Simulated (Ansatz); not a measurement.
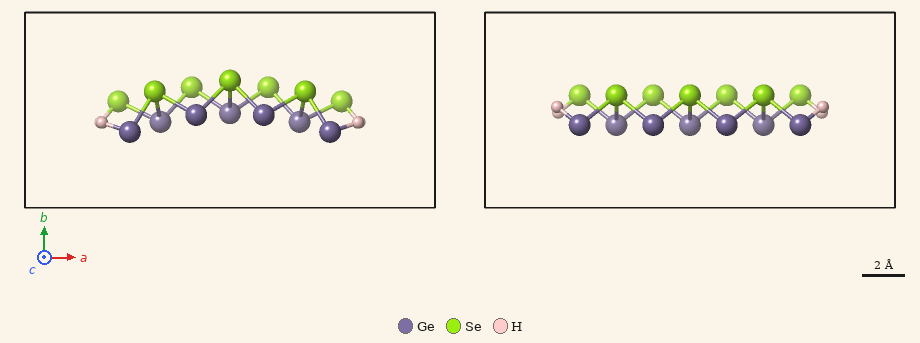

Two geometries of a wire of composition Ge7H4Se7, drawn at one scale. One is the start of a relaxation, the other its converged end. The picture is a ball-and-stick view of the cell of the calculation, with the vacuum cut short, seen along the c axis.

These are results of DFT PBEsol, scalar-relativistic, plane waves, PAW in Ansatz 0.2.0, not measurements. Set-up: plane-wave cutoff 420 eV; k-point mesh 1 × 1 × 6; occupations gaussian; smearing width 0.05 eV; no spin polarisation; cell relaxed at fixed a, b, alpha, beta, gamma; force threshold 0.02 eV/Å; at most 45 steps.

Question: Which one is relaxed?

Answer: The left one is the relaxed one. Case: armchair ribbon, 7 formula units a period, edges capped with H. Over 16 accepted moves (17 points after the start) the energy falls by 0.160 eV per cell of the calculation. Largest force component: 0.79 eV/Å at the start, 0.013 eV/Å at the end. At 1 point the geometry stayed and the basis and grid were re-selected for the new cell (energy shift of 0.3 meV per cell of the calculation at most each time). The largest moves relative to the layer's centre, 0.80 Å, are those of H atoms. Largest moves by element: H 0.80 Å, Se 0.72 Å, Ge 0.60 Å. Along the periodic axis the drawn cell goes c 6.212 → 6.190 Å (−0.4 %). Near-neighbour distances that change, for instance: Ge–H 1.540 → 1.605 Å, Ge–Se 2.527 → 2.569 Å, Ge–Se 2.527 → 2.509 Å, H–Se 1.470 → 1.487 Å. Among the angles between lasting bonds that change: Ge–Se–Ge 90.4° → 81.0°, Ge–Se–Ge 90.4° → 83.1°, Ge–Se–Ge 90.4° → 84.7°.
